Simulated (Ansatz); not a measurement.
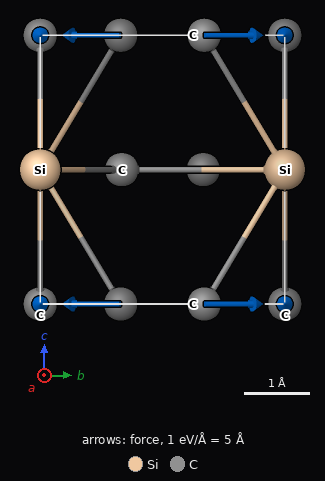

Starting geometry of a crystal of SiC$_{5}$ (a generated structure, set up in P-62m) (coarse preliminary run) with the computed forces as blue arrows. The picture is a ball-and-stick view of the cell of the calculation, seen along the a axis.

Level of theory: DFT PBE, scalar-relativistic, plane waves, PAW in Ansatz 0.2.0.

Input
```yaml
crystal:
  lattice:
    - [4.40566326, 0.0, 0.0]
    - [-2.20283163, 3.8154163, 0.0]
    - [0.0, 0.0, 4.19296508]
  atoms:
    - { symbol: Si, position: [0.0, 0.0, 0.5] }
    - { symbol: C, position: [0.33333333, 0.66666667, 0.5] }
    - { symbol: C, position: [0.0, 0.67079443, 0.0] }
    - { symbol: C, position: [0.67079443, 0.0, 0.0] }
    - { symbol: C, position: [0.32920557, 0.32920557, 0.0] }
    - { symbol: C, position: [0.66666667, 0.33333333, 0.5] }
basis:
  ecutwfc: 420
kpoints:
  mp_grid: { grid: [6, 6, 4] }
hamiltonian:
  xc: pbe
scf:
  occupations: { method: gaussian, width: 0.1 }
  lower_state_search: "off"
output:
  forces: true
  stress: true
  eigenvalues: true
relax:
  adjacent_minimum: "off"
  f_tol: 0.04
  max_steps: 70
  cell: { stress_tol: 0.4 }
```

Run as
```bash
ansatz run input.yaml --threads 1 --pin off --max-ram 2560MiB --backend cpu --events-out ev --progress --plain --runs-dir out
```

**Is this structure relaxed? If not, where do the atoms go?**

It isn't relaxed: the largest force vector, on C atoms, is 0.22 eV/Å. The atoms end up moving mostly along the starting forces (cosine between the two patterns 1.00). Over 31 accepted moves (38 points after the start) the energy falls by 1109 meV per atom. The largest force component goes from 0.22 to 0.001 eV/Å. The pressure goes from −29.01 to 0.04 GPa. The line search rejected the trial steps at points 7, 29 of the run. At 5 points the geometry stayed and the basis and grid were re-selected for the new cell (energy shift of 16.6 meV per atom at most each time). The largest moves relative to the cell, 0.37 Å, are those of C3, C4 and C5. C4 goes along +a. Si stays in place. Cell: a = b 4.406 → 3.585 Å (−18.6 %), c 4.193 → 7.436 Å (+77.4 %). Volume +17.4 %. Near-neighbour distances that change, for instance: Si1–C3 2.549 → 3.805 Å, C3–C4 2.512 → 1.399 Å, C2–C6 2.544 → 2.070 Å, Si1–C2 2.544 → 2.070 Å. New bonds form: C3–C4 (2.51 → 1.40 Å), C3–C5 (2.51 → 1.40 Å), C4–C5 (2.51 → 1.40 Å). The space group stays P-62m (No. 189). Cost: 2.5 min on 1 thread of Intel(R) Xeon(R) Processor @ 2.70GHz, with other jobs on the host, peak memory 0.37 GiB.

Limits of the set-up: the k-point mesh is coarse for a cell with partly filled bands.
